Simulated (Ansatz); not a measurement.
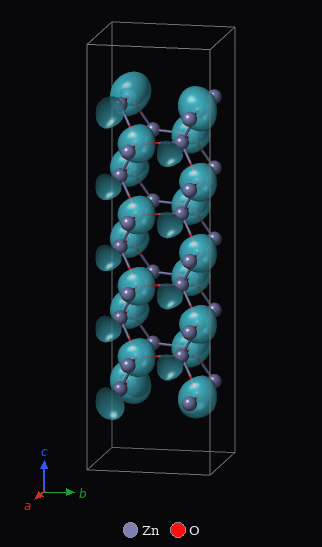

The picture shows: ZnO (slab). Isosurface of the electron localisation function at 0.65 (cyan), seen slightly off an axis. Only the valence region is drawn (cores and ρ < 0.01 e/Å³ removed). Sticks mark near contacts.

Not relaxed (largest force 1.7 eV/Å).

All numbers below come from Ansatz 0.2.0, DFT PBEsol, scalar-relativistic, plane waves, PAW.

Describe the localisation domains.

Answer. The ELF exceeds this value in 18 regions wrapped around O (the valence shell of each), counted in one cell of 36 atoms. Counts are for one cell; the picture repeats the cell along the surface. Profiles from the grid: Zn–O (1.97 Å): the ELF peaks at about 0.85 in the valence shell of O, 0.6 Å from its nucleus, and is about 0.25 at the midpoint; no shared electron pair shows on this line.

Does the calculation make it a metal, or give it a gap?

Answer. It is gapped, with a Kohn–Sham gap of 0.84 eV on the k-point mesh, an upper bound to the gap of this method.
